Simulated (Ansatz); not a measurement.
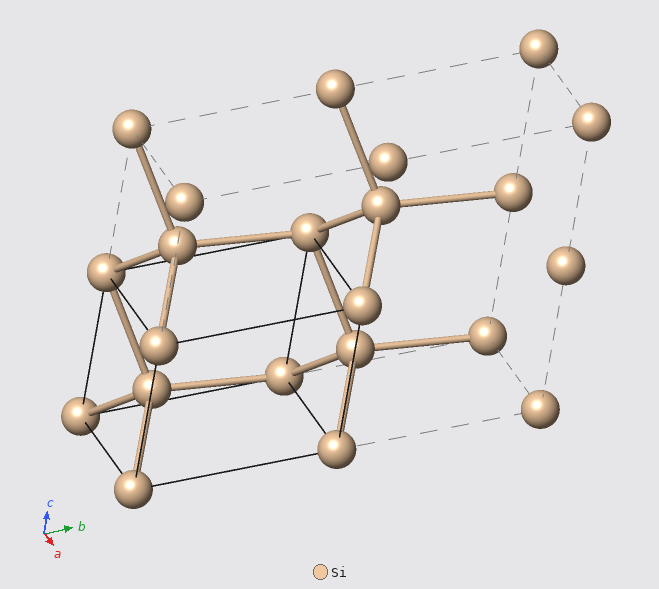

Ball-and-stick drawing of the structure, looking slightly off an axis. Solid lines give the simulation cell, repeated here 1×2×2 times.

Input for the calculation:
```yaml
crystal:
  lattice:
    - [-0.0387902063, 2.7221197381, 2.7221197381]
    - [2.7221197381, -0.0387902063, 2.7221197381]
    - [2.6833295318, 2.6833295318, 0.0]
  atoms:
    - { symbol: Si, position: [0.2517876212, 0.2517876212, 0.2482123788] }
    - { symbol: Si, position: [-0.0017876212, -0.0017876212, 0.0017876212] }
kpoints:
  mp_grid: { grid: [8, 8, 8] }
  band_path:
    path:
      - [0.0, 0.0, 0.0]
      - [0.5, 0.0, 0.5]
      - [0.625, 0.25, 0.625]
      - [0.375, 0.375, 0.75]
      - [0.5, 0.5, 0.5]
      - [0.5, 0.25, 0.75]
      - [0.450521, 0.450521, 0.0]
    npoints: 1
hamiltonian:
  xc: r2scan
scf:
  occupations: { method: fixed }
  n_extra_bands: 4
output:
  forces: true
  stress: true
  eigenvalues: true
```
Run as:
```sh
ansatz run input.yaml --threads 4 --pin off --max-ram 5529MiB --backend cpu --events-out ev --progress --plain --runs-dir out
```

Level of theory and settings: DFT, r2SCAN, plane waves, PAW in Ansatz, E_cut = 500 eV, k-points on an 8×8×8 grid, no spin polarisation.

Does it come out as a metal, or with a gap?

A semiconductor at this level, with a gap of 0.56 eV, indirect; the smallest direct gap is 2.44 eV.

How far is the cell from zero pressure?

The computed pressure is 0.0 GPa, close to zero. The stress isn't hydrostatic: its largest component is 2.3 GPa.

The structure was taken from a structure listed in the Materials Project. The cell was then strained or its atoms displaced on purpose. An electronic-structure calculation with Ansatz was run on it.
